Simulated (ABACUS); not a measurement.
**Run report: Al, geometry relaxation (part 2 of 2)**

Al (Fm-3m, 1 atom in the cell); Kohn-Sham DFT of a periodic cell, M06-L, SG15 ONCV 1.2 PBE, no spin polarisation (ABACUS 3.10.1); cutoff 938.79 eV, 7×7×7 k-mesh, fermi-dirac of 0.05 eV. The structure derives from an entry of the Crystallography Open Database.

Geometry of the input (Å; fractional positions):
```
0.0000  2.0248  2.0248
2.0248  0.0000  2.0248
2.0248  2.0248  0.0000
Al 0.0000  0.0000  0.0000
```

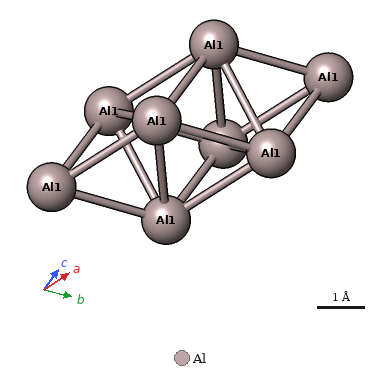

Fig. 1: The geometry at step 1 of the log (ball-and-stick view of the cell of the calculation, seen at an oblique angle; atoms are numbered from 1 in the order of the input).

The program's output, continued:
```
----------------------------------------------------------
 E_KohnSham     -138.5826577076      -1885.5137888064
 E_Harris       -138.5914856281      -1885.6338988279
 E_Fermi        0.8073826840         10.9850049691
----------------------------------------------------------

 PW ALGORITHM --------------- ION=   1  ELEC=   6--------------------------------

 Density error is 1.27557725723e-06
                          Error Threshold = 1.29680528712e-07
----------------------------------------------------------
     Energy           Rydberg                 eV
----------------------------------------------------------
 E_KohnSham     -138.5827015824      -1885.5143857542
 E_Harris       -138.5833111837      -1885.5226798052
 E_Fermi        0.8066590484         10.9751594018
----------------------------------------------------------

 PW ALGORITHM --------------- ION=   1  ELEC=   7--------------------------------

 Density error is 1.62895689864e-07
                          Error Threshold = 1.15961568839e-08
----------------------------------------------------------
     Energy           Rydberg                 eV
----------------------------------------------------------
 E_KohnSham     -138.5827046526      -1885.5144275265
 E_Harris       -138.5841165777      -1885.5336377531
 E_Fermi        0.8062719343         10.9698924441
----------------------------------------------------------

 PW ALGORITHM --------------- ION=   1  ELEC=   8--------------------------------

 Density error is 5.8924186508e-09
                          Error Threshold = 1.48086990786e-09
----------------------------------------------------------
     Energy           Rydberg                 eV
----------------------------------------------------------
 E_KohnSham     -138.5827049024      -1885.5144309247
 E_KS(sigma->0) -138.5826155181      -1885.5132147896
 E_Harris       -138.5829162036      -1885.5173058252
 E_band         -37.2236228629       -506.4533711386
 E_one_elec     -84.7289494616       -1152.7964982324
 E_Hartree      34.4694223897        468.9805512690
 E_xc           -15.8294138790       -215.3702247545
 E_Ewald        -72.4935851830       -986.3258269368
 E_entropy(-TS) -0.0001787685        -0.0024322701
 E_descf        0.0000000000         0.0000000000
 E_exx          0.0000000000         0.0000000000
 E_Fermi        0.8063509374         10.9709673364
----------------------------------------------------------

 charge density convergence is achieved
 final etot is -1885.5144309 eV
 EFERMI = 10.970967336 eV

 STATE ENERGY(eV) AND OCCUPATIONS    NSPIN == 1
[... levels at 5 further k points ...]

------------------------------------------------------------------------------------------
 TOTAL-FORCE (eV/Angstrom)
------------------------------------------------------------------------------------------
                       Al1         0.0000000000         0.0000000000         0.0000000000
------------------------------------------------------------------------------------------

----------------------------------------------------------------
 TOTAL-STRESS (KBAR)
----------------------------------------------------------------
       -78.9101173870         0.0000000000         0.0000000000
        -0.0000000000       -78.9101173870        -0.0000000000
         0.0000000000        -0.0000000000       -78.9101173870
----------------------------------------------------------------
 TOTAL-PRESSURE: -78.910117 KBAR

 Largest gradient in force is 0.000000 eV/A.
 Threshold is 0.020000 eV/A.

 Largest gradient in stress is 78.910117 kbar.
 Threshold is 0.500000 kbar.

 Relaxation is not converged yet!
CARTESIAN COORDINATES ( UNIT =       5.411243404200 Bohr ).
    atom                   x                   y                   z     mag                  vx                  vy                  vz
tauc_Al1            0.0000000000        0.0000000000        0.0000000000  0.0000        0.0000000000        0.0000000000        0.0000000000

                          Volume (Bohr^3) = 98.852415
                             Volume (A^3) = 14.648399

 Lattice vectors: (Cartesian coordinate: in unit of a_0)
            +0.000000           +0.678196           +0.678196
            +0.678196           +0.000000           +0.678196
            +0.678196           +0.678196           -0.000000
 Reciprocal vectors: (Cartesian coordinate: in unit of 2 pi/a_0)
            -0.737250           +0.737250           +0.737250
            +0.737250           -0.737250           +0.737250
            +0.737250           +0.737250           -0.737250

 -------------------------------------------
 STEP OF RELAXATION : 2
 -------------------------------------------

[... set-up of the moved cell ...]

 PW ALGORITHM --------------- ION=   2  ELEC=   1--------------------------------
 Notice: Threshold on eigenvalues was too large.
 hsover_error=0.110000 > DRHO=0.001326
 Origin diag ethr = 0.010000
 New diag ethr = 0.000012

 Density error is 0.001285108420
                          Error Threshold = 0.000012054021
----------------------------------------------------------
     Energy           Rydberg                 eV
----------------------------------------------------------
 E_KohnSham     -138.5703942096      -1885.3469353563
 E_Harris       -138.2211660314      -1880.5954422317
 E_Fermi        0.9109943214         12.3947136164
----------------------------------------------------------

[... 6 further cycles ...]
 PW ALGORITHM --------------- ION=   2  ELEC=   8--------------------------------

 Density error is 0.000000003536
                          Error Threshold = 0.000000000312
----------------------------------------------------------
     Energy           Rydberg                 eV
----------------------------------------------------------
 E_KohnSham     -138.5840801914      -1885.5331426922
 E_KS(sigma->0) -138.5839950006      -1885.5319836120
 E_Harris       -138.5838707676      -1885.5302933355
 E_band         -35.7540644994       -486.4590038511
 E_one_elec     -79.9756389418       -1088.1243907987
 E_Hartree      32.8873953855        447.4559696215
 E_xc           -15.9117796333       -216.4908683328
 E_Ewald        -75.5838866203       -1028.3715350219
 E_entropy(-TS) -0.0001703816        -0.0023181604
 E_descf        0.0000000000         0.0000000000
 E_exx          0.0000000000         0.0000000000
 E_Fermi        0.9270833294         12.6136158007
----------------------------------------------------------

 charge density convergence is achieved
 final etot is -1885.53314269217 eV
 EFERMI = 12.61361580068 eV

 STATE ENERGY(eV) AND OCCUPATIONS    NSPIN == 1
[... levels at 5 further k points ...]

------------------------------------------------------------------------------------------
 TOTAL-FORCE (eV/Angstrom)
------------------------------------------------------------------------------------------
                       Al1         0.0000000000         0.0000000000         0.0000000000
------------------------------------------------------------------------------------------

----------------------------------------------------------------
 TOTAL-STRESS (KBAR)
----------------------------------------------------------------
        63.4564681928        -0.0000000000        -0.0000000000
         0.0000000000        63.4564681928         0.0000000000
        -0.0000000000        -0.0000000000        63.4564681928
----------------------------------------------------------------
 TOTAL-PRESSURE: 63.456468 KBAR

 Largest gradient in force is 0.000000 eV/A.
 Threshold is 0.020000 eV/A.

 Largest gradient in stress is 63.456468 kbar.
 Threshold is 0.500000 kbar.

 Relaxation is not converged yet!
CARTESIAN COORDINATES ( UNIT =       5.411243404200 Bohr ).
    atom                   x                   y                   z     mag                  vx                  vy                  vz
tauc_Al1            0.0000000000        0.0000000000        0.0000000000  0.0000        0.0000000000        0.0000000000        0.0000000000

                          Volume (Bohr^3) = 103.745566
                             Volume (A^3) = 15.373488

 Lattice vectors: (Cartesian coordinate: in unit of a_0)
            +0.000000           +0.689207           +0.689207
            +0.689207           +0.000000           +0.689207
            +0.689207           +0.689207           -0.000000
 Reciprocal vectors: (Cartesian coordinate: in unit of 2 pi/a_0)
            -0.725472           +0.725472           +0.725472
            +0.725472           -0.725472           +0.725472
            +0.725472           +0.725472           -0.725472

 -------------------------------------------
 STEP OF RELAXATION : 3
 -------------------------------------------

[... set-up of the moved cell ...]

 PW ALGORITHM --------------- ION=   3  ELEC=   1--------------------------------
 Notice: Threshold on eigenvalues was too large.
 hsover_error=0.110000 > DRHO=0.001327
 Origin diag ethr = 0.010000
 New diag ethr = 0.000012

 Density error is 0.001263963649
                          Error Threshold = 0.000012059559
----------------------------------------------------------
     Energy           Rydberg                 eV
----------------------------------------------------------
 E_KohnSham     -138.5802292556      -1885.4807480226
 E_Harris       -138.8382539765      -1888.9913544522
 E_Fermi        0.8904533719         12.1152396613
----------------------------------------------------------

[... 5 further cycles ...]
 PW ALGORITHM --------------- ION=   3  ELEC=   7--------------------------------

 Density error is 0.000000004198
                          Error Threshold = 0.000000000218
----------------------------------------------------------
     Energy           Rydberg                 eV
----------------------------------------------------------
 E_KohnSham     -138.5850900664      -1885.5468827466
 E_KS(sigma->0) -138.5850045287      -1885.5457189464
 E_Harris       -138.5850344012      -1885.5461253820
 E_band         -36.3354344157       -494.3689473582
 E_one_elec     -81.8294244380       -1113.3464364176
 E_Hartree      33.5001051542        455.7923136959
 E_xc           -15.8792029852       -216.0476402969
 E_Ewald        -74.3763967220       -1011.9427921276
 E_entropy(-TS) -0.0001710754        -0.0023276004
 E_descf        0.0000000000         0.0000000000
 E_exx          0.0000000000         0.0000000000
 E_Fermi        0.8790653517         11.9602976976
----------------------------------------------------------

 charge density convergence is achieved
 final etot is -1885.54688274656 eV
 EFERMI = 11.96029769759 eV

 STATE ENERGY(eV) AND OCCUPATIONS    NSPIN == 1
 1/5 kpoint (Cartesian) = 0.00000 0.00000 0.00000 (1067 pws)
       1     -95.054824       0.005831
       2     -54.297858       0.005831
       3     -54.297858       0.005831
       4     -54.297858       0.005831
       5       0.084006       0.005831
       6      25.051974       0.000000
       7      25.051974       0.000000
       8      25.051974       0.000000
       9      28.017745       0.000000
      10      28.017745       0.000000

 2/5 kpoint (Cartesian) = 0.10364 0.10364 0.10364 (1073 pws)
       1     -95.054179       0.046647
       2     -54.303188       0.046647
       3     -54.298690       0.046647
       4     -54.298690       0.046647
       5       0.676019       0.046647
       6      20.001331       0.000000
       7      24.262616       0.000000
       8      24.262616       0.000000
       9      27.835992       0.000000
      10      29.757740       0.000000

 3/5 kpoint (Cartesian) = 0.20728 0.20728 0.20728 (1083 pws)
       1     -95.052824       0.046647
       2     -54.315149       0.046647
       3     -54.300560       0.046647
       4     -54.300560       0.046647
       5       2.435549       0.046647
       6      14.220536       0.000000
       7      23.603481       0.000000
       8      23.603481       0.000000
       9      27.197808       0.000000
      10      27.312124       0.000000

 4/5 kpoint (Cartesian) = 0.31092 0.31092 0.31092 (1089 pws)
       1     -95.051651       0.046647
       2     -54.324724       0.046647
       3     -54.302059       0.046647
       4     -54.302059       0.046647
       5       5.313195       0.046647
       6       9.290030       0.046647
       7      23.728272       0.000000
       8      23.728272       0.000000
       9      25.252841       0.000000
      10      25.252841       0.000000

 5/5 kpoint (Cartesian) = 0.00000 0.00000 0.20728 (1070 pws)
       1     -95.053926       0.034985
       2     -54.303036       0.034985
       3     -54.299925       0.034985
       4     -54.299925       0.034985
       5       0.872762       0.034985
       6      21.891223       0.000000
       7      22.229911       0.000000
       8      22.229911       0.000000
       9      25.882364       0.000000
      10      27.028657       0.000000

------------------------------------------------------------------------------------------
 TOTAL-FORCE (eV/Angstrom)
------------------------------------------------------------------------------------------
                       Al1         0.0000000000         0.0000000000         0.0000000000
------------------------------------------------------------------------------------------

----------------------------------------------------------------
 TOTAL-STRESS (KBAR)
----------------------------------------------------------------
        -0.0352578904         0.0000000000        -0.0000000000
         0.0000000000        -0.0352578904        -0.0000000000
         0.0000000000        -0.0000000000        -0.0352578904
----------------------------------------------------------------
 TOTAL-PRESSURE: -0.035258 KBAR

 Largest gradient in force is 0.000000 eV/A.
 Threshold is 0.020000 eV/A.

 Largest gradient in stress is 0.035258 kbar.
 Threshold is 0.500000 kbar.

 Relaxation is converged!

 --------------------------------------------
 !FINAL_ETOT_IS -1885.5468827465624599 eV
 --------------------------------------------
```

Trajectory as extended XYZ (Å, eV, eV/Å), 3 frames, from step=0 to step=2:
```
1
Lattice="0.0000 2.0248 2.0248 2.0248 0.0000 2.0248 2.0248 2.0248 0.0000" Properties=species:S:1:pos:R:3:forces:R:3 step=0 energy=-1885.51443 pressure_GPa=-7.89
Al    0.0000    0.0000    0.0000    0.0000   0.0000   0.0000
1
Lattice="0.0000 1.9420 1.9420 1.9420 0.0000 1.9420 1.9420 1.9420 -0.0000" Properties=species:S:1:pos:R:3:forces:R:3 step=1 energy=-1885.53314 pressure_GPa=6.35
Al    0.0000    0.0000    0.0000    0.0000   0.0000   0.0000
1
Lattice="0.0000 1.9735 1.9735 1.9735 0.0000 1.9735 1.9735 1.9735 -0.0000" Properties=species:S:1:pos:R:3:forces:R:3 step=2 energy=-1885.54688 pressure_GPa=-0.00
Al    0.0000    0.0000    0.0000    0.0000   0.0000   0.0000
```

Summary:

```csv
quantity,value
outcome,converged
space group (tolerance 0.01 Å),Fm-3m (225)
electrons treated,11
free energy,−1885.5469 eV
Fermi energy,11.960 eV
gap on the k-point mesh,none (metallic)
pressure,0.00 GPa
final volume,15.37 Å³
largest force (length of the vector) at the end,under 0.001 eV/Å
final cell,"a = 2.791 Å, b = 2.791 Å, c = 2.791 Å, α = 60.00°, β = 60.00°, γ = 60.00°"
wall time,15 s (CPU time 60 s)
peak memory,0.36 GiB
```
